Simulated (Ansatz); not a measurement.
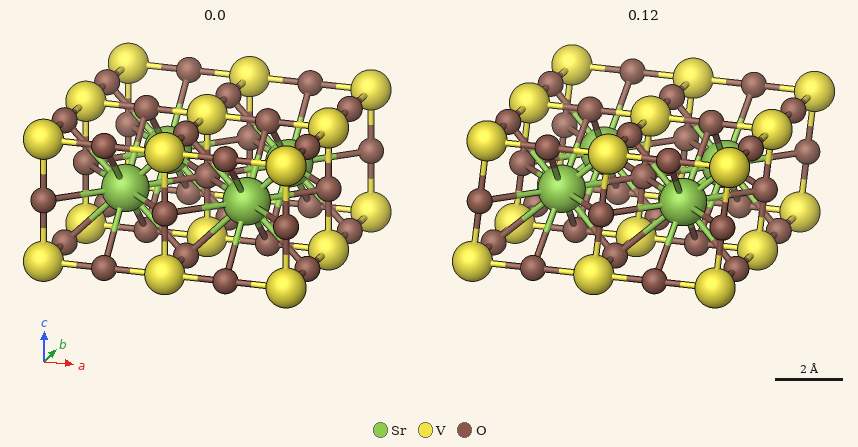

Crystalline SrVO3 (set up in Pm-3m), under shear of c along a (cell held, atoms fixed by symmetry), with energies (extrapolated to zero smearing) counted from the relaxed crystal, which is the row at zero. The picture shows the first and the last member. A ball-and-stick model of the cell of the calculation, repeated 2 × 2 × 1 with one cell outlined, seen slightly off an axis.

Computed with Ansatz 0.2.0: DFT PBE, scalar-relativistic, plane waves, PAW. Set-up: plane-wave cutoff 420 eV; k-point mesh 10 × 10 × 10; occupations gaussian; smearing width 0.1 eV; collinear spin.

```tsv
strain	energy (meV/atom)	a (Å)	c (Å)
0.0	0.00	3.859	3.859
0.02	1.67	3.859	3.860
0.04	6.64	3.859	3.862
0.06	?	?	?
0.08	26.62	3.859	3.871
0.12	60.26	3.859	3.887
```

Fill in the missing row.

Answer. A parabola through three neighbouring rows (0.02, 0.04, 0.08) gives, with Lagrange weights, (−0.3333)(1.67) + (1.0000)(6.64) + (0.3333)(26.62) = 14.96 meV/atom. The calculation gives 14.94 meV/atom (a = 3.859 Å, c = 3.866 Å). The estimate is 0.02 meV/atom too high. From the first member to the last: O–Sr 2.729 → 2.897 Å, O–Sr 2.729 → 2.570 Å, Sr–V 3.342 → 3.481 Å.

The whole series:

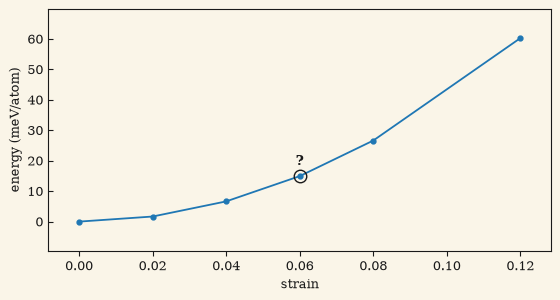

The cells carry a magnetic moment (0.3 to 0.2 μB per cell in all, first to last member); only the order that this cell allows was tried.

Each member starts from this one structure; whether another phase lies lower wasn't checked.
